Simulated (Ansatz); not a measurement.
## Two runs on AlP

System: AlP (F-43m, 2 atoms in the cell).
Method of the first run: DFT, PBE, plane waves, PAW, no spin polarisation (Ansatz 0.2.0).

The structure derives from an entry of the Crystallography Open Database. The geometry comes from this level: r2SCAN. Text and figures count atoms from 1; the logs count them from 0 in places.

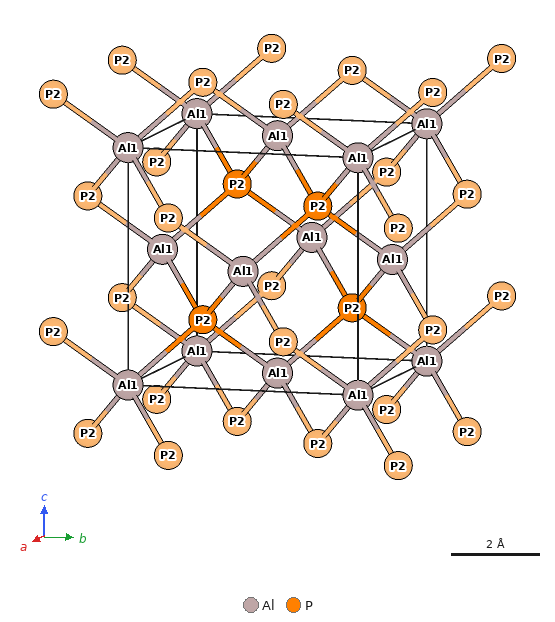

The input geometry (ball-and-stick view of the cell 4 times as large as that of the calculation, set on its symmetry axes, seen slightly off an axis; neighbours outside the cell are drawn fainter; atoms are numbered from 1 in the order of the input). Near neighbours in the crystal (not all of them lie inside the picture): Al has 4 P at 2.37 Å; P has 4 Al at 2.37 Å.

Input file, the first run:
```yaml
crystal:
  lattice:
    - [0.0, 2.7392607952, 2.7392607952]
    - [2.7392607952, 0.0, 2.7392607952]
    - [2.7392607952, 2.7392607952, 0.0]
  atoms:
    - { symbol: Al, position: [0.0, 0.0, 0.0] }
    - { symbol: P, position: [0.25, 0.25, 0.25] }
kpoints:
  mp_grid: { grid: [8, 8, 8] }
  band_path:
    path:
      - [0.0, 0.0, 0.0]
      - [-0.5, -0.5, 0.0]
      - [-0.375, -0.375, 0.25]
      - [-0.375, 0.0, 0.375]
      - [0.0, 0.0, 0.5]
      - [-0.5, -0.25, 0.25]
      - [0.0, 0.5, 0.5]
    npoints: 1
hamiltonian:
  xc: pbe
scf:
  occupations: { method: fixed }
  n_extra_bands: 4
output:
  forces: true
  stress: true
  eigenvalues: true
```

Command:
```bash
ansatz run input.yaml --threads 2 --pin off --max-ram 2764MiB --backend cpu --events-out ev --progress --plain --runs-dir out
```

Hardware: 2 threads of Arm Neoverse V2, 24 GiB of memory available, shared host.

Output, shortened to warnings, some set-up lines, iterations and results (the first run):
```
Basis set: ecut = 420 eV, 821 PW (Γ), exchange–correlation on 54×54×54 points (8 copies of the dense FFT grid, shifted against one another)
Symmetry: 24 space group operations
k-points: 29 of 512 (time reversal used)
Initial density: superposition of atomic densities (neutral atoms: chi_scale 0, normalization atom), corrected by the library's trained network
[...]
SCF iter   1: F=—  HF=-1294.440773 eV  |F-HF|=—  |Δ(HF+E_count)|=         —  Δρ=1.26e-3  dr2=1.11e-3  ethr=1.77e-3  ⟨swp⟩=5.4  Hψ=1704  notcnv=0  defer=51
SCF iter   2: F=—  HF=-1294.440445 eV  |F-HF|=—  |Δ(HF+E_count)|=   3.28e-4  Δρ=3.84e-4  dr2=4.93e-5  ethr=1.38e-5  ⟨swp⟩=2.7  Hψ=631  notcnv=0  defer=54
SCF iter   3: F=—  HF=-1294.440504 eV  |F-HF|=—  |Δ(HF+E_count)|=   5.95e-5  Δρ=1.64e-4  dr2=7.15e-6  ethr=6.17e-7  ⟨swp⟩=2.1  Hψ=336  notcnv=0  defer=52
SCF iter   4: F=—  HF=-1294.440515 eV  |F-HF|=—  |Δ(HF+E_count)|=   1.06e-5  Δρ=2.71e-5  dr2=4.97e-7  ethr=8.93e-8  ⟨swp⟩=2.4  Hψ=342  notcnv=0  defer=55
SCF iter   5: F=-1294.440515 eV  HF=-1294.440515 eV  |F-HF|=2.08e-8  |Δ(HF+E_count)|=   1.78e-7  Δρ=6.92e-6  dr2=3.02e-8  ethr=6.21e-9  ⟨swp⟩=2.2  Hψ=347  notcnv=0  defer=53
SCF iter   6: F=-1294.440515 eV  HF=-1294.440515 eV  |F-HF|=8.75e-11  |Δ(HF+E_count)|=   9.13e-9  Δρ=6.13e-7  dr2=1.18e-10  ethr=3.77e-10  ⟨swp⟩=7.5  Hψ=1857  notcnv=0
SCF 1 converged in 6 iterations: F = -1294.440515 eV  dr2 = 1.18e-10
NSCF: frozen V_eff on 7 k-points
SCF converged after 6 iterations
Free energy (F): -1294.440515 eV
Harris-Foulkes:  -1294.440515 eV  (|F-HF|=8.75e-11)
Internal energy: -1294.440515 eV  (E = F + TS)
E sigma→0 (E₀):  -1294.440515 eV
Fermi energy:    4.947472 eV
--- Per-component energies (eV) ---
  E_band       = 4.254009
  E_kinetic    = 93.617040
  E_local      = -82.959650  (includes V_loc(G=0)·N_el)
  E_nonlocal   = 44.573767
  E_hartree    = 25.169779
  E_xc         = -101.467205
  E_vxc        = -89.966765  (∫ρ·V_xc dr)
  E_paw        = -1036.894299  (= ΣΔE_a)
  E_vpaw       = -11.349890  (= ΣTr[D̂ρ^β])
  E_aug_tail   = 0.000001  (compensation charges beyond the density's cutoff)
  E_ewald      = -236.479949
  E_smearing   = -0.000000  (= −TS)
  E_closure    = -0.000000  (closes the sum)
  Σ components = -1294.440515   (vs F -1294.440515, Δ=0.00e0)
--- Forces (eV/Å), atoms counted from 1 ---
  atom   1  Al     0.00000000    -0.00000000    -0.00000000
  atom   2  P     -0.00000000     0.00000000     0.00000000
  max |Σ_I F_I| component: 1.85e-17 eV/Å
--- Stress (GPa, compression-positive) ---
        1.365980      -0.000000      -0.000000
        0.000000       1.365980       0.000000
       -0.000000       0.000000       1.365980
  P = ⅓ Tr σ = 1.3660 GPa (13.660 kbar)
```

For the second run the input was changed thus:
```diff
-  xc: pbe
+  xc: r2scan
```

How does the second run compare with the first run?

The total energies belong to different methods, so their difference says nothing on which is more stable or more accurate. The gap on the mesh goes from 1.60 to 1.93 eV. The pressure goes from 1.37 to 0.01 GPa. The functional changes from PBE to r2SCAN. The number of SCF iterations is the same. The default cutoff goes from 420 to 500 eV with the change. The plane waves at Γ go from 821 to 1037.

Output, shortened to warnings, some set-up lines, iterations and results (the second run):
```
Basis set: ecut = 500 eV, 1037 PW (Γ), exchange–correlation on 120×120×120 points (64 copies of the dense FFT grid, shifted against one another)
Symmetry: 24 space group operations
k-points: 29 of 512 (time reversal used)
Initial density: superposition of atomic densities (neutral atoms: chi_scale 0, normalization atom), corrected by the library's trained network
[...]
SCF iter   1: F=—  HF=-1301.035963 eV  |F-HF|=—  |Δ(HF+E_count)|=         —  Δρ=2.86e-3  dr2=3.03e-3  dr2_τ=1.28e-2  ethr=1.77e-3  ⟨swp⟩=5.4  Hψ=1717  notcnv=0  defer=51
SCF iter   2: F=—  HF=-1301.066171 eV  |F-HF|=—  |Δ(HF+E_count)|=   3.02e-2  Δρ=1.91e-3  dr2=1.29e-3  dr2_τ=1.82e-5  ethr=3.79e-5  ⟨swp⟩=3.0  Hψ=688  notcnv=0  defer=55
SCF iter   3: F=—  HF=-1301.066294 eV  |F-HF|=—  |Δ(HF+E_count)|=   1.23e-4  Δρ=8.02e-4  dr2=4.89e-4  dr2_τ=7.02e-6  ethr=1.61e-5  ⟨swp⟩=2.7  Hψ=428  notcnv=0  defer=55
SCF iter   4: F=—  HF=-1301.066186 eV  |F-HF|=—  |Δ(HF+E_count)|=   1.08e-4  Δρ=1.66e-4  dr2=1.81e-5  dr2_τ=2.10e-7  ethr=6.11e-6  ⟨swp⟩=2.5  Hψ=398  notcnv=0  defer=52
SCF iter   5: F=—  HF=-1301.066190 eV  |F-HF|=—  |Δ(HF+E_count)|=   3.93e-6  Δρ=3.86e-5  dr2=5.39e-7  dr2_τ=1.23e-8  ethr=2.26e-7  ⟨swp⟩=2.1  Hψ=353  notcnv=0  defer=41
SCF iter   6: F=-1301.066190 eV  HF=-1301.066190 eV  |F-HF|=1.86e-9  |Δ(HF+E_count)|=   1.84e-7  Δρ=2.91e-6  dr2=2.82e-9  dr2_τ=8.58e-11  ethr=1.25e-9  ⟨swp⟩=8.8  Hψ=1828  …
SCF 1 converged in 6 iterations: F = -1301.066190 eV  dr2 = 2.82e-9
NSCF: frozen V_eff on 7 k-points
SCF converged after 6 iterations
Free energy (F): -1301.066190 eV
Harris-Foulkes:  -1301.066190 eV  (|F-HF|=1.86e-9)
Internal energy: -1301.066190 eV  (E = F + TS)
E sigma→0 (E₀):  -1301.066190 eV
Fermi energy:    4.787750 eV
--- Per-component energies (eV) ---
  E_band       = 1.707521
  E_kinetic    = 93.924743
  E_local      = -82.321767  (includes V_loc(G=0)·N_el)
  E_nonlocal   = 43.310218
  E_hartree    = 25.365916
  E_xc         = -95.644815
  E_vxc        = -96.655131  (∫ρ·V_xc dr)
  E_paw        = -1049.069586  (= ΣΔE_a)
  E_vpaw       = -11.358214  (= ΣTr[D̂ρ^β])
  E_aug_tail   = -0.000000  (compensation charges beyond the density's cutoff)
  E_vtau       = 4.076124  (kinetic-family band-sum trace: ∫τ·v_τ [+ j·A + Jᵃ·Aᵃ] dr)
  E_ewald      = -236.479949
  E_core_change = -0.150950  (= ΣΔE_core)
  E_smearing   = -0.000000  (= −TS)
  E_closure    = 0.000000  (closes the sum)
  Σ components = -1301.066190   (vs F -1301.066190, Δ=0.00e0)
--- Forces (eV/Å), atoms counted from 1 ---
  atom   1  Al     0.00000000    -0.00000000    -0.00000000
  atom   2  P     -0.00000000    -0.00000000     0.00000000
  max |Σ_I F_I| component: 7.40e-17 eV/Å
--- Stress (GPa, compression-positive) ---
        0.006774      -0.000000      -0.000000
       -0.000000       0.006774       0.000000
       -0.000000       0.000000       0.006774
  P = ⅓ Tr σ = 0.0068 GPa (0.068 kbar)
```

The two runs side by side:

| quantity | the first run | the second run |
| --- | --- | --- |
| outcome | converged | converged |
| free energy per atom (eV) | −647.2203 | −650.5331 |
| gap on the mesh (eV) | 1.60 | 1.93 |
| pressure (GPa) | 1.37 | 0.01 |
| largest force (eV/Å) | 0.000 | 0.000 |
| SCF iterations | 6 | 6 |
| irreducible k-points | 29 | 29 |
| plane waves at Γ | 821 | 1037 |
| wall time (shared host) | 0.82 s | 1.8 s |
